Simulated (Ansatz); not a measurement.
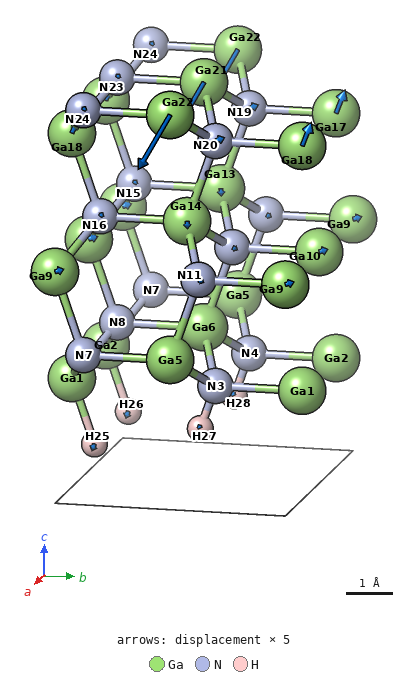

A constrained relaxation of a slab of composition Ga3HN3 (cut from the P6_3mc phase). The starting structure is drawn; blue arrows show the displacements, 5 times their true length.

A ball-and-stick model of the cell of the calculation, outlined in the plane, without the vacuum (origin shifted), seen slightly off an axis.

Case: clean slab, lower planes held. The slab is the (1 0 0) face of GaN. 8 atoms are held fixed.

Level of theory: Ansatz, DFT PBE+D3(BJ), scalar-relativistic, plane waves, PAW. Set-up: plane-wave cutoff 420 eV; k-point mesh 3 × 3 × 1; occupations gaussian; smearing width 0.05 eV; no spin polarisation; dipole correction; atoms relaxed in a fixed cell; force threshold 0.03 eV/Å; at most 70 steps.

Atoms of which element are displaced furthest, and by how much?

Gallium: up to 0.30 Å, against 0.05 Å for nitrogen.

What happened in the run?

Over 4 geometry steps the energy falls by 1.017 eV per cell of the calculation. The largest force component goes from 2.1 to 0.014 eV/Å. The largest moves, 0.30 Å, are those of Ga atoms. By element the largest moves are Ga 0.30 Å, N 0.05 Å, H 0.04 Å. The cell stays as it was. Some distances before and after: Ga–N 1.962 → 1.824 Å, Ga–N 1.954 → 2.033 Å, Ga–N 1.954 → 1.902 Å, Ga–H 1.550 → 1.580 Å. Among the angles between lasting bonds that change: Ga–N–Ga 109.7° → 99.7°, N–Ga–N 109.2° → 118.8°, Ga–N–Ga 109.2° → 114.8°. Cost: 95 s on 4 threads of Intel(R) Xeon(R) Processor @ 2.70GHz (shared host), peak memory 2 GiB.
